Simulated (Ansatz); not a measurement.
**Two runs on Si**

System: Si (P6/mmm, 3 atoms in the cell).
Method of run 1: DFT, LDA (PW92), plane waves (420 eV) with PAW, scalar-relativistic, no spin polarisation (Ansatz 0.2.0).

Text and figures count atoms from 1; the logs count them from 0 in places.

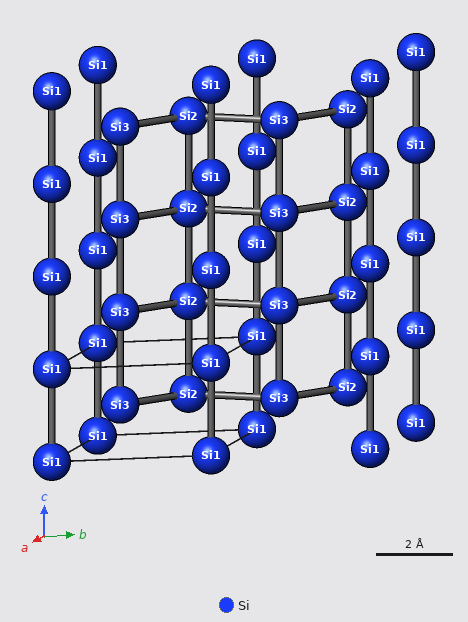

**Figure 1.** The input geometry (ball-and-stick view of the cell of the calculation, repeated 1 × 2 × 4, seen slightly off an axis; atoms are numbered from 1 in the order of the input). Near neighbours in the crystal (not all of them lie inside the picture): Si has 2 Si at 2.50 Å; Si has 5 Si at 2.50 to 2.52 Å.

The input, run 1:
```yaml
crystal:
  lattice:
    - [4.3583262304, 0.0, 0.0]
    - [-2.1791631152, 3.7744212335, 0.0]
    - [0.0, 0.0, 2.4996586381]
  atoms:
    - { symbol: Si, position: [1.0, 0.0, 0.0] }
    - { symbol: Si, position: [0.3333333333, 0.6666666667, 0.5] }
    - { symbol: Si, position: [0.6666666667, 0.3333333333, 0.5] }
hamiltonian:
  xc: lda
  pseudopotentials:
    kind: paw
    azcp:
      Si: "pseudopotentials/Si.paw.azcp"
basis:
  ecutwfc: 420
  fft_grid_basis: typed
kpoints:
  mp_grid: { grid: [11, 11, 16], shift: [0, 0, 0] }
magnetization:
  spin_polarized: false
scf:
  occupations: { method: fermi_dirac, width: 0.1 }
output:
  stress: true
```

Hardware: 2 threads of an Arm (aarch64) CPU, shared host.

Output, shortened to warnings, some set-up lines, iterations and results (run 1):
```
Warning: [file] the record states the generating functional pbe (its physics header spells it `PBE`), which answers neither for hamiltonian.xc's functional nor for the lda family's — results may be inconsistent (PPs are generated against a specific XC)
Basis set: ecut = 420 eV, 819 PW (Γ)
Symmetry: 24 space group operations
k-points: 144 of 1936
Initial density: superposition of atomic densities (neutral atoms: chi_scale 0, normalization atom), corrected by the library's trained network
[...]
SCF iter   1: F=—  HF=-1824.701653 eV  |F-HF|=—  |Δ(HF+E_count)|=         —  Δρ=5.15e-3  dr2=9.94e-3  ethr=1.77e-3  ⟨swp⟩=5.2  Hψ=10168  notcnv=0
SCF iter   2: F=—  HF=-1824.699080 eV  |F-HF|=—  |Δ(HF+E_count)|=   2.57e-3  Δρ=3.07e-3  dr2=3.86e-3  ethr=8.28e-5  ⟨swp⟩=1.0  Hψ=2592  notcnv=0
SCF iter   3: F=—  HF=-1824.697463 eV  |F-HF|=—  |Δ(HF+E_count)|=   1.62e-3  Δρ=1.53e-4  dr2=5.47e-6  ethr=3.22e-5  ⟨swp⟩=2.2  Hψ=2357  notcnv=0
SCF iter   4: F=—  HF=-1824.697461 eV  |F-HF|=—  |Δ(HF+E_count)|=   1.44e-6  Δρ=1.66e-5  dr2=7.59e-8  ethr=4.56e-8  ⟨swp⟩=2.7  Hψ=2454  notcnv=0
SCF iter   5: F=-1824.697461 eV  HF=-1824.697461 eV  |F-HF|=1.92e-9  |Δ(HF+E_count)|=   8.76e-9  Δρ=2.44e-6  dr2=3.17e-9  ethr=6.33e-10  ⟨swp⟩=2.1  Hψ=2261  notcnv=0
SCF iter   6: F=-1824.697461 eV  HF=-1824.697461 eV  |F-HF|=6.09e-11  |Δ(HF+E_count)|=  8.29e-10  Δρ=4.38e-7  dr2=9.75e-11  ethr=2.64e-11  ⟨swp⟩=1.4  Hψ=4485  notcnv=0
SCF 1 converged in 6 iterations: F = -1824.697461 eV  dr2 = 9.75e-11
SCF converged after 6 iterations
Free energy (F): -1824.697461 eV
Harris-Foulkes:  -1824.697461 eV  (|F-HF|=6.09e-11)
Internal energy: -1824.653068 eV  (E = F + TS)
E sigma→0 (E₀):  -1824.675265 eV
Entropy (-TS):   -0.044393 eV (-14.798 meV/atom)
Fermi energy:    11.165391 eV
--- Per-component energies (eV) ---
  E_band       = 64.372722
  E_kinetic    = 127.768173
  E_local      = 7.881412  (includes V_loc(G=0)·N_el)
  E_nonlocal   = 80.253071
  E_hartree    = 1.433503
  E_xc         = -169.008793
  E_vxc        = -147.207718  (∫ρ·V_xc dr)
  E_paw        = -1456.874479  (= ΣΔE_a)
  E_vpaw       = -7.189243  (= ΣTr[D̂ρ^β])
  E_aug_tail   = 0.000019  (compensation charges beyond the density's cutoff)
  E_ewald      = -416.358966
  E_core_change = 0.252992  (= ΣΔE_core)
  E_smearing   = -0.044393  (= −TS)
  E_closure    = 0.000000  (closes the sum)
  Σ components = -1824.697461   (vs F -1824.697461, Δ=0.00e0)
--- Stress (GPa, compression-positive) ---
        4.435651       0.000000       0.000000
       -0.000000       4.435651       0.000000
        0.000000       0.000000       4.596193
  P = ⅓ Tr σ = 4.4892 GPa (44.892 kbar)
```

For run 2 the input was changed thus:
```diff
-    - [4.3583262304, 0.0, 0.0]
-    - [-2.1791631152, 3.7744212335, 0.0]
-    - [0.0, 0.0, 2.4996586381]
+    - [4.2969331762, 0.0, 0.0]
+    - [-2.1484665881, 3.7212532889, 0.0]
+    - [0.0, 0.0, 2.4644474882]
```

How does run 2 compare with run 1?

With the same functional and potentials, run 2 lies 25.6 meV per atom higher. The pressure goes from 4.49 to 10.07 GPa. The volume per atom goes from 13.71 to 13.14 Å³. The cell is scaled evenly with the atoms at fixed fractional positions, so −ΔP/Δ ln V estimates the bulk modulus midway between the two volumes: about 130 GPa. The number of SCF iterations is the same. The plane waves at Γ go from 819 to 747.

Output, shortened to warnings, some set-up lines, iterations and results (run 2):
```
Warning: [file] the record states the generating functional pbe (its physics header spells it `PBE`), which answers neither for hamiltonian.xc's functional nor for the lda family's — results may be inconsistent (PPs are generated against a specific XC)
Basis set: ecut = 420 eV, 747 PW (Γ)
Symmetry: 24 space group operations
k-points: 144 of 1936
Initial density: superposition of atomic densities (neutral atoms: chi_scale 0, normalization atom), corrected by the library's trained network
[...]
SCF iter   1: F=—  HF=-1824.624936 eV  |F-HF|=—  |Δ(HF+E_count)|=         —  Δρ=5.31e-3  dr2=1.05e-2  ethr=1.77e-3  ⟨swp⟩=5.2  Hψ=10204  notcnv=0
SCF iter   2: F=—  HF=-1824.622109 eV  |F-HF|=—  |Δ(HF+E_count)|=   2.83e-3  Δρ=3.05e-3  dr2=3.39e-3  ethr=8.78e-5  ⟨swp⟩=1.0  Hψ=2592  notcnv=0
SCF iter   3: F=—  HF=-1824.620729 eV  |F-HF|=—  |Δ(HF+E_count)|=   1.38e-3  Δρ=4.31e-4  dr2=2.08e-4  ethr=2.83e-5  ⟨swp⟩=2.0  Hψ=2337  notcnv=0
SCF iter   4: F=—  HF=-1824.620667 eV  |F-HF|=—  |Δ(HF+E_count)|=   6.22e-5  Δρ=1.06e-4  dr2=5.68e-6  ethr=1.74e-6  ⟨swp⟩=2.4  Hψ=2183  notcnv=0
SCF iter   5: F=—  HF=-1824.620663 eV  |F-HF|=—  |Δ(HF+E_count)|=   3.90e-6  Δρ=1.59e-5  dr2=1.65e-7  ethr=4.74e-8  ⟨swp⟩=2.5  Hψ=2385  notcnv=0
SCF iter   6: F=-1824.620663 eV  HF=-1824.620663 eV  |F-HF|=4.27e-11  |Δ(HF+E_count)|=   6.11e-8  Δρ=1.23e-6  dr2=5.77e-10  ethr=8.33e-10  ⟨swp⟩=4.0  Hψ=4727  notcnv=0
SCF 1 converged in 6 iterations: F = -1824.620663 eV  dr2 = 5.77e-10
SCF converged after 6 iterations
Free energy (F): -1824.620663 eV
Harris-Foulkes:  -1824.620663 eV  (|F-HF|=4.27e-11)
Internal energy: -1824.576384 eV  (E = F + TS)
E sigma→0 (E₀):  -1824.598523 eV
Entropy (-TS):   -0.044279 eV (-14.760 meV/atom)
Fermi energy:    11.775941 eV
--- Per-component energies (eV) ---
  E_band       = 69.903500
  E_kinetic    = 130.704168
  E_local      = 12.167354  (includes V_loc(G=0)·N_el)
  E_nonlocal   = 80.662309
  E_hartree    = 1.252596
  E_xc         = -170.194529
  E_vxc        = -148.732664  (∫ρ·V_xc dr)
  E_paw        = -1457.113539  (= ΣΔE_a)
  E_vpaw       = -7.402899  (= ΣTr[D̂ρ^β])
  E_aug_tail   = 0.000020  (compensation charges beyond the density's cutoff)
  E_ewald      = -422.307755
  E_core_change = 0.252992  (= ΣΔE_core)
  E_smearing   = -0.044279  (= −TS)
  E_closure    = -0.000000  (closes the sum)
  Σ components = -1824.620663   (vs F -1824.620663, Δ=0.00e0)
--- Stress (GPa, compression-positive) ---
        9.680018       0.000000       0.000000
        0.000000       9.680018       0.000000
        0.000000       0.000000      10.843963
  P = ⅓ Tr σ = 10.0680 GPa (100.680 kbar)
```

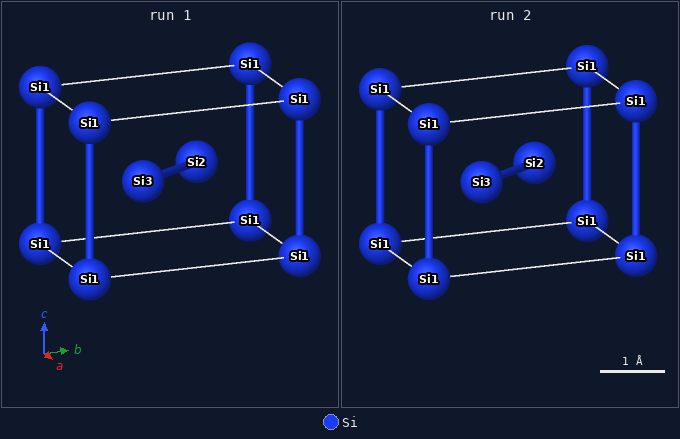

**Figure 2.** The two input geometries at one scale (ball-and-stick view of the cell of the calculation, seen slightly off an axis). No atom moves by more than 0.005 Å relative to the cell. The volume changes by −4.2 %, with a = b 4.358 → 4.297 Å (−1.4 %), c 2.500 → 2.464 Å (−1.4 %). Among the contacts that change: Si2–Si3 2.516 → 2.481 Å, Si1–Si1 2.500 → 2.464 Å.

The two runs side by side:

```csv
quantity,run 1,run 2
outcome,converged,converged
free energy per atom (eV),−608.2325,−608.2069
"energy per atom, smearing taken to zero (eV)",−608.2251,−608.1995
pressure (GPa),4.49,10.07
volume per atom (Å³),13.71,13.14
SCF iterations,6,6
irreducible k-points,144,144
plane waves at Γ,819,747
wall time (shared host),2.2 s,2 s
```

For both runs: Warnings: the PAW datasets were made with another functional. For run 2: The cell is under a pressure of 10.1 GPa at this level, so it is not at its equilibrium volume.
